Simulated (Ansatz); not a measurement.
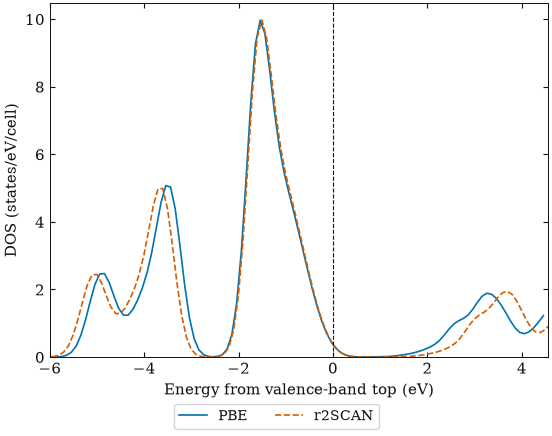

Total densities of states of tetragonally strained zincblende CuI, space group I-4m2, 2 atoms in the primitive cell, relaxed with r2SCAN, then under +4.59 % biaxial xy strain (a = 4.455 Å, c = 6.024 Å (tetragonal axes)), by two methods on the same cell. The DOS curves are built from the levels of the k mesh with Gaussians 0.55 eV wide, which also blur the band edges; ripples of that width can come from the mesh. Each is counted from its own valence-band top.

> How do the methods compare?

PBE gives a gap of 0.91 eV and r2SCAN gives a gap of 1.39 eV.

Settings. PBE: Ansatz PAW set, no spin polarisation, no spin-orbit coupling, 8×8×8 k mesh, 420 eV cutoff, Fermi-Dirac smearing of 0.02 eV (Ansatz). r2SCAN: Ansatz PAW set, no spin polarisation, no spin-orbit coupling, 8×8×8 k mesh, 500 eV cutoff, fixed occupations (Ansatz).

Gaps are the smallest over all k points computed. Spin-orbit coupling is left out, which matters for I. LDA, GGA and most meta-GGA functionals understate gaps. r2SCAN: the PAW data sets were made with another functional.
